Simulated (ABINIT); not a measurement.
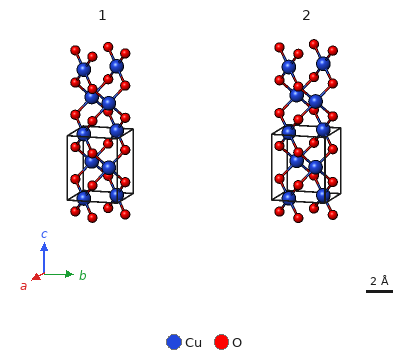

Two geometries of crystalline CuO (set up in Cccm), drawn at one scale. One is the start of a relaxation, the other its converged end. A ball-and-stick model of the conventional cell (2 times the calculation's cell), repeated 1 × 1 × 2 with one cell outlined, seen slightly off an axis. Lengths and directions refer to the drawn axes.

Method: ABINIT 10.8.3, Kohn-Sham DFT of a periodic cell, LDA, JTH PAW LDA v2.0. (plane-wave cutoff 707.5 eV; k-point mesh 6 × 6 × 4; occupations fermi-dirac; smearing width 0.05 eV; no spin polarisation)

Which of the two is the end point?

Structure 1 is the relaxed one. The run lets cell and atoms move. The energy falls by 31.5 meV per atom in 13 geometry steps. All forces vanish by symmetry, so only the cell relaxes. The pressure goes from −11.80 to 0.02 GPa. No atom moves by more than 0.005 Å relative to the cell. The volume changes by −6.9 %, with a 3.982 → 4.041 Å (+1.5 %), b 4.307 → 4.030 Å (−6.4 %), c 5.156 → 5.055 Å (−2.0 %). Some distances before and after: Cu–O 1.952 → 1.906 Å. Among the angles between lasting bonds that change: Cu–O–Cu 113.1° → 116.2°, Cu–O–Cu 118.7° → 116.0°. The space group stays Cccm (No. 66).

Limits of the set-up: an element that often carries a moment was run without spin polarisation.
